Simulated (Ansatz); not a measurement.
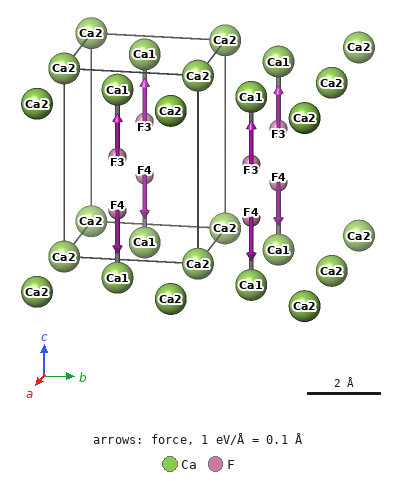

Starting geometry of crystalline CaF (a generated structure, set up in P4/mmm) (coarse preliminary run) with the computed forces as purple arrows. The picture is a ball-and-stick view of the cell of the calculation, repeated 2 × 2 × 1 with one cell outlined, seen slightly off an axis.

Computed with DFT PBE, scalar-relativistic, plane waves, PAW (Ansatz 0.2.0).

Input
```yaml
crystal:
  lattice:
    - [3.78509673, 0.0, 0.0]
    - [0.0, 3.78509673, 0.0]
    - [0.0, 0.0, 5.40543885]
  atoms:
    - { symbol: Ca, position: [0.5, 0.5, 0.0] }
    - { symbol: Ca, position: [0.0, 0.0, 0.0] }
    - { symbol: F, position: [0.5, 0.5, 0.64237621] }
    - { symbol: F, position: [0.5, 0.5, 0.35762379] }
basis:
  ecutwfc: 420
kpoints:
  mp_grid: { grid: [4, 4, 4] }
hamiltonian:
  xc: pbe
scf:
  occupations: { method: gaussian, width: 0.1 }
  lower_state_search: "off"
output:
  forces: true
  stress: true
  eigenvalues: true
relax:
  adjacent_minimum: "off"
  f_tol: 0.04
  max_steps: 70
  cell: { stress_tol: 0.4 }
```

Command:
```bash
ansatz run input.yaml --threads 1 --pin off --max-ram 2560MiB --backend cpu --events-out ev --progress --plain --runs-dir out
```

> What follows when this structure is relaxed?

It isn't relaxed: the largest force vector, on F atoms, is 12.68 eV/Å. The atoms end up moving mostly along the starting forces (cosine between the two patterns 1.00). The energy falls by 1786 meV per atom in 14 accepted moves (18 points after the start). The largest force component goes from 13 to 0.0015 eV/Å. Pressure: 33.69 GPa at the start and 0.31 GPa at the end. The SCF was repeated 4 times at an unchanged geometry on a basis and grid sized afresh for the cell, which shifted the energy by 157 meV per atom at most. The largest moves relative to the cell, 0.69 Å, are those of F3 and F4. F3 goes along +c. Ca stays in place. The drawn cell changes as follows: a = b 3.785 → 5.335 Å (+40.9 %), c 5.405 → 7.595 Å (+40.5 %); the volume changes by +179.1 %. Near-neighbour distances that change, for instance: F3–F4 1.539 → 3.550 Å, Ca1–Ca2 2.676 → 3.772 Å, Ca1–F3 1.933 → 2.023 Å. The space group stays P4/mmm (No. 123). The run took 30 s on 1 thread of AMD EPYC 9R14 (Zen 4) (shared host), peak memory 0.49 GiB.

Limits of the set-up: the k-point mesh is coarse for a cell with partly filled bands.
